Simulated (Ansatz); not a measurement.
Input of the run:

```yaml
crystal:
  lattice:
    - [3.3121157418, 0.0, 0.0]
    - [-1.6560578709, 2.8683763727, 0.0]
    - [0.0, 0.0, 4.187563]
  atoms:
    - { symbol: Al, position: [0.6666666667, 0.3333333333, 0.25] }
    - { symbol: Al, position: [0.3333333333, 0.6666666667, 0.75] }
    - { symbol: "N", position: [0.6666666667, 0.3333333333, 0.75] }
    - { symbol: "N", position: [0.3333333333, 0.6666666667, 0.25] }
hamiltonian:
  xc: pbe
  pseudopotentials: { kind: paw }
kpoints:
  mp_grid: { grid: [9, 9, 7] }
  band_path:
    path:
      - [[0.0, 0.0, 0.0], [0.5, 0.0, 0.0], [0.3333333333, 0.3333333333, 0.0], [0.0, 0.0, 0.0], [0.0, 0.0, 0.5], [0.5, 0.0, 0.5], [0.3333333333, 0.3333333333, 0.5], [0.0, 0.0, 0.5]]
      - [[0.5, 0.0, 0.5], [0.5, 0.0, 0.0]]
      - [[0.3333333333, 0.3333333333, 0.0], [0.3333333333, 0.3333333333, 0.5]]
    npoints: 14
scf:
  occupations: { method: fermi_dirac, width: 0.05 }
  n_extra_bands: 10
output:
  forces: true
  stress: true
  eigenvalues: true
  fatbands: false
```

System: AlN, space group P6_3/mmc (No. 194), 4 atoms in the cell.

Ansatz 0.2.0; PBE, Ansatz PAW, no spin polarisation, no spin-orbit coupling, 9×9×7 k mesh, 420 eV cutoff.

Predict the main features of the band structure and density of states. The path is Γ–M–K–Γ–A–L–H–A|L–M|K–H.

A wide-gap semiconductor or insulator. The gap along this path is 3.26 eV and direct: both edges lie at Γ. The top valence level at Γ is a single band, not degenerate (spin aside). The top valence band spans 2.8 eV and the lowest conduction band 3.6 eV. The direct gaps are 8.13 eV at A, 7.69 eV at H and 7.73 eV at K.

LDA, GGA and most meta-GGA functionals understate gaps. The usual form of AlN is wurtzite.

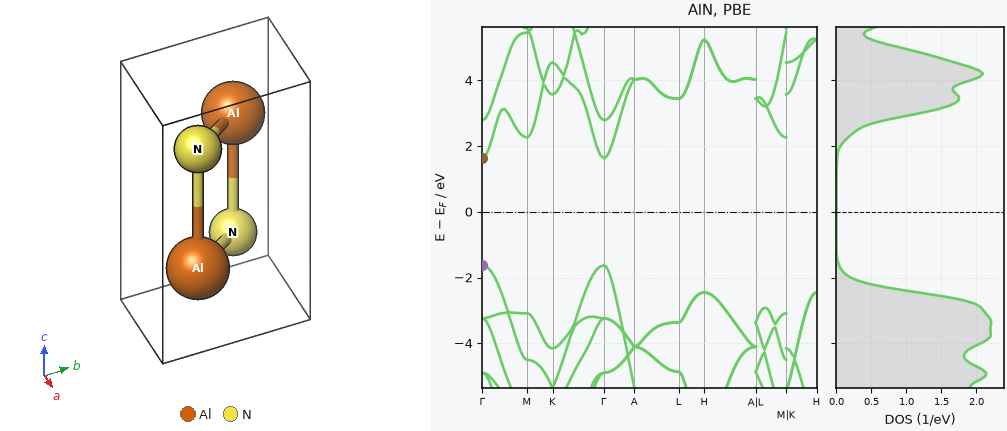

Band structure and density of states, beside the structure. Energies are counted from the Fermi level. The DOS curve is built from the levels of the k mesh with Gaussians 0.55 eV wide, which also blur the band edges; ripples of that width can come from the mesh.
